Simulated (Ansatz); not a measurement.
# TiAl: what the fields show

Input

```
crystal:
  lattice:
    - [3.3642996919, 0.841074923, 0.841074923]
    - [0.841074923, 3.3642996919, 0.841074923]
    - [0.841074923, 0.841074923, 3.3642996919]
  atoms:
    - { symbol: Ti, position: [0.0, 0.0, 0.0] }
    - { symbol: Al, position: [0.5, 0.5, 0.5] }
basis:
  ecutwfc: 420
kpoints:
  mp_grid: { grid: [16, 16, 16] }
hamiltonian:
  xc: pbesol
scf:
  occupations: { method: gaussian, width: 0.15 }
output:
  forces: true
  stress: true
  eigenvalues: true
  write_density: true
  write_potential: true
  elf: true
  volumetric_format: npy
```

Launched as:

```sh
ansatz run input.yaml --threads 1 --pin off --max-ram 1228MiB --backend cpu --events-out ev --progress --plain --runs-dir out
```

Below, planes, directions and counts refer to the conventional cell (a = 5.05 Å, b = 5.05 Å, c = 5.05 Å, α = 90.00°, β = 90.00°, γ = 90.00°).

Space group Fm-3m; a structure from a database of computed crystals, not necessarily the ambient phase; computed pressure about 12 GPa in this cell; computed without spin polarisation.

The calculation used DFT PBEsol, scalar-relativistic, plane waves, PAW in Ansatz.

In a PAW calculation such maps are meaningful between the atoms, not at the nuclei.

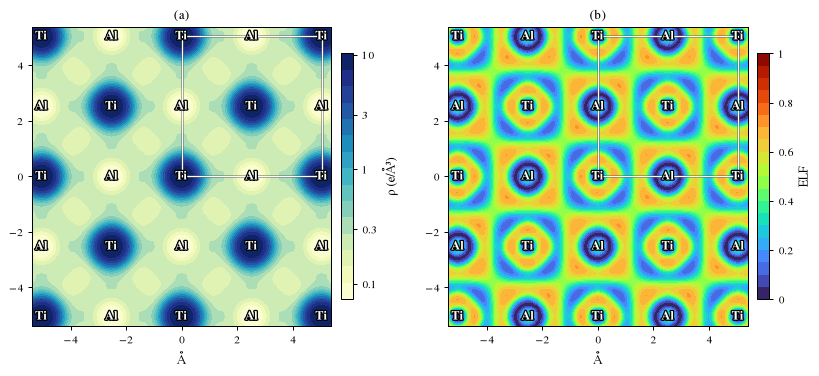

Figure 1. (a) valence charge density (pseudo); (b) electron localisation function on the (001) plane of the conventional cell.

**Describe what can be read from this map.**

The section cuts through Ti and Al sites. Ti–Al (2.52 Å): ρ at the midpoint is about 0.29 e/Å³; the ELF is about 0.40 at the midpoint. Between the atoms the lowest density in this plane is 0.17 e/Å³. The features right at Ti lie inside the PAW spheres, where the map follows smoothed inner orbitals and isn't to be read closely.

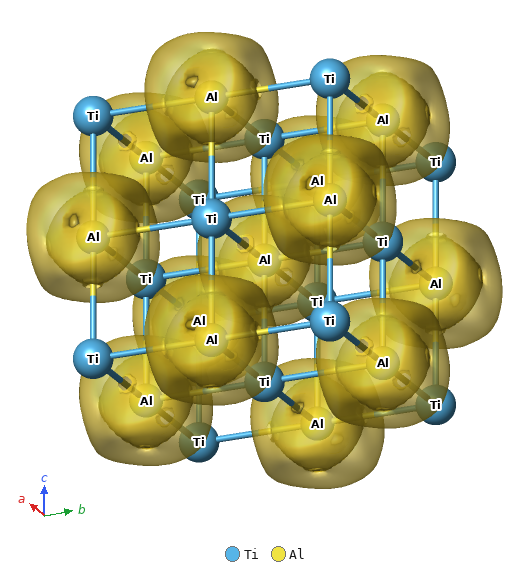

Figure 2. Isosurface of the ELF at 0.6 (yellow), seen at an oblique angle. Core shells and regions of very low density are left out. Sticks mark near contacts.

**Identify the bonds, lone pairs and shells in this picture.**

The ELF exceeds this value in four regions wrapped around Al (the valence shell of each), counted in one cell of 8 atoms. Regions shared between cells count once.

**Does the calculation give a band gap?**

It is gapless in this calculation (a metal or semimetal).
